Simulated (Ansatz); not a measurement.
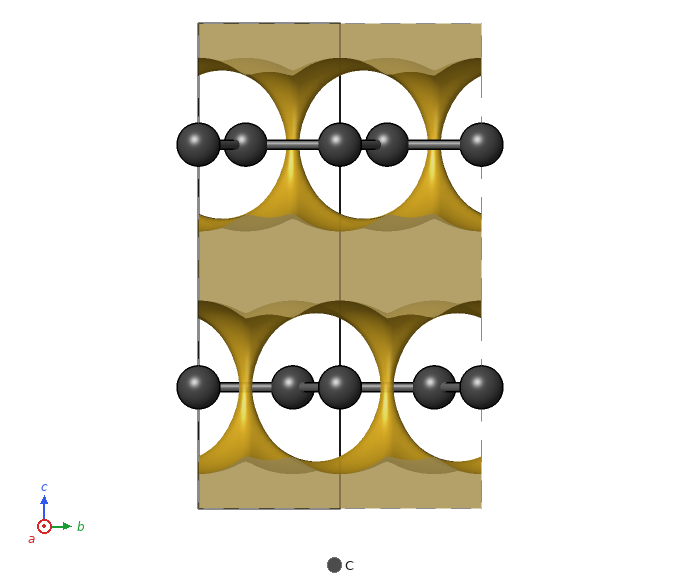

The yellow surface encloses the points that the centre of a probe sphere of radius 0.60 Å can occupy in C (P6_3/mmc), computed on a grid of about 0.10 Å (2×2×1 cells shown, view along the a axis; pale faces close the region where the box cuts it).

Hard-sphere model; touching radii (half the shortest distance): C 0.71 Å.

Origin of the cell: the geometry relaxed with DFT PBEsol, scalar-relativistic, plane waves, PAW in Ansatz 0.2.0.

```cif
data_structure
_symmetry_space_group_name_H-M 'P 1'
_symmetry_Int_Tables_number 1
_cell_length_a 2.4589
_cell_length_b 2.4589
_cell_length_c 7.3070
_cell_angle_alpha 90.000
_cell_angle_beta 90.000
_cell_angle_gamma 120.000
_cell_volume 38.26
loop_
_atom_site_label
_atom_site_type_symbol
_atom_site_fract_x
_atom_site_fract_y
_atom_site_fract_z
_atom_site_occupancy
C1 C 0.00000 0.00000 0.25000 1
C2 C 0.00000 0.00000 0.75000 1
C3 C 0.33333 0.66667 0.25000 1
C4 C 0.66667 0.33333 0.75000 1
```

**Do these regions connect?**

Where they connect, they form a three-dimensional network.

**What share of the cell can the probe's centre reach?**

About 41 % of the volume (16 Å³ of 38.3 Å³).

**Give the largest included and the largest free sphere.**

The largest sphere that fits anywhere has a diameter of 2.79 Å; the largest that can travel through the crystal, about 2.5 Å.

**How does the connectivity change as the probe shrinks?**

Below a radius of about 1.25 Å the space forms a two-dimensional network in layers parallel to (001). Below a radius of about 0.71 Å the space forms a three-dimensional network. These are grid estimates, good to about 0.05 Å.
